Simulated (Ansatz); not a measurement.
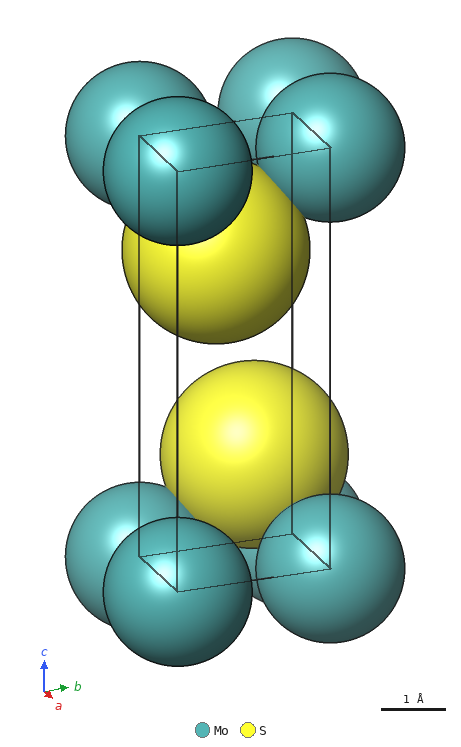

The image is a space-filling drawing of a crystal, viewed slightly off an axis. One conventional unit cell is framed, with atoms on its boundary repeated.

MoS2, cadmium iodide (CdI₂, 1T) type, space group P-3m1 (No. 164), a = 3.193 Å, b = 3.193 Å, c = 6.772 Å, α = 90.00°, β = 90.00°, γ = 120.00°. The structure was taken from a structure type filled with these elements by a generator (whether the compound takes this form wasn't checked). Earlier steps of the study, as a rule a relaxation of our own, may have changed the cell and positions, so they can lie some per cent off the listed ones. A calculation with Ansatz used it as input.

This one geometry was computed with Ansatz (DFT, plane waves, PAW) at four levels of theory: PBEsol, PBE with spin-orbit coupling, r2SCAN and LDA.

Which level gives the highest pressure at this volume, and what does that say about its equilibrium volume?

Highest: PBE with spin-orbit coupling (0.0 GPa), which points to the largest equilibrium volume. Lowest, with the smallest volume: LDA (-6.6 GPa). Levels within 0.5 GPa of each other can't be told apart.

How does the band gap change with the level of theory?

All levels give a metal.

Collect the results in a table.

| level | cutoff (eV) | k-mesh of the run's cell | gap (eV) | pressure (GPa) | absolute moment (μB/atom) |
| --- | --- | --- | --- | --- | --- |
| PBEsol | 420 | 12×12×6 | metal | -4.2 | 0.00 |
| PBE with spin-orbit coupling | 420 | 12×12×6 | metal | 0.0 | 0.00 |
| r2SCAN | 500 | 12×12×6 | metal | -1.1 | 0.00 |
| LDA | 420 | 12×12×6 | metal | -6.6 | 0.00 |

Gaps are taken on the k-mesh or band path of each run.
